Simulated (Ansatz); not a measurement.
The calculation's input:

```
crystal:
  lattice:
    - [4.006, 0.0, 0.0]
    - [0.0, 4.006, 0.0]
    - [0.0, 0.0, 4.006]
  atoms:
    - { symbol: Ba, position: [0.5, 0.5, 0.5] }
    - { symbol: Ti, position: [0.0, 0.0, 0.0] }
    - { symbol: O, position: [0.0, 0.0, 0.5] }
    - { symbol: O, position: [0.0, 0.5, 0.0] }
    - { symbol: O, position: [0.5, 0.0, 0.0] }
hamiltonian:
  xc: pbesol
  pseudopotentials: { kind: paw }
kpoints:
  mp_grid: { grid: [7, 7, 7] }
scf:
  occupations: { method: fermi_dirac, width: 0.05 }
output:
  forces: true
  stress: true
  eigenvalues: true
  write_density: true
  write_potential: true
  elf: true
  volumetric_format: npy
relax:
  f_tol: 0.01
  max_steps: 40
  cell: { stress_tol: 0.05 }
```

Launched as:

```sh
ansatz run input.yaml --threads 2 --pin off --max-ram 5632MiB --backend cpu --events-out ev --progress --plain --runs-dir out
```

Below, planes, directions and counts refer to the conventional cell (a = 3.97 Å, b = 3.97 Å, c = 3.97 Å, α = 90.00°, β = 90.00°, γ = 90.00°).

The fields are those of the run's last geometry, not of the input's.

Space group Pm-3m.

Method: Kohn-Sham DFT of a periodic cell, PBEsol, Ansatz PAW in Ansatz.

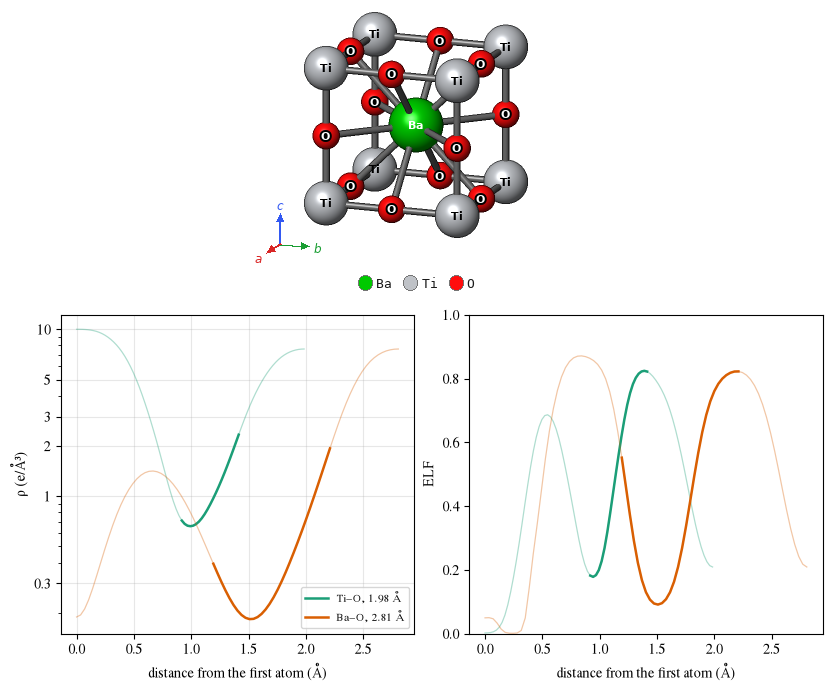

BaTiO$_{3}$. Valence electron density and ELF along straight lines between neighbouring atoms. Thin, pale parts lie inside the atomic spheres. The structure is drawn too.

The density is the valence pseudo-density of a PAW calculation; it isn't the true density close to the nuclei.

> What can be read from the curves?

Ti–O (1.98 Å): ρ is about 0.66 e/Å³ halfway; the ELF peaks at about 0.80 in the valence shell of O, 0.6 Å from its nucleus, and is about 0.20 at the midpoint (no shared electron pair shows on this line).
Ba–O (2.81 Å): ρ is about 0.21 e/Å³ halfway; the ELF is about 0.15 at the midpoint: a closed-shell, largely ionic contact.
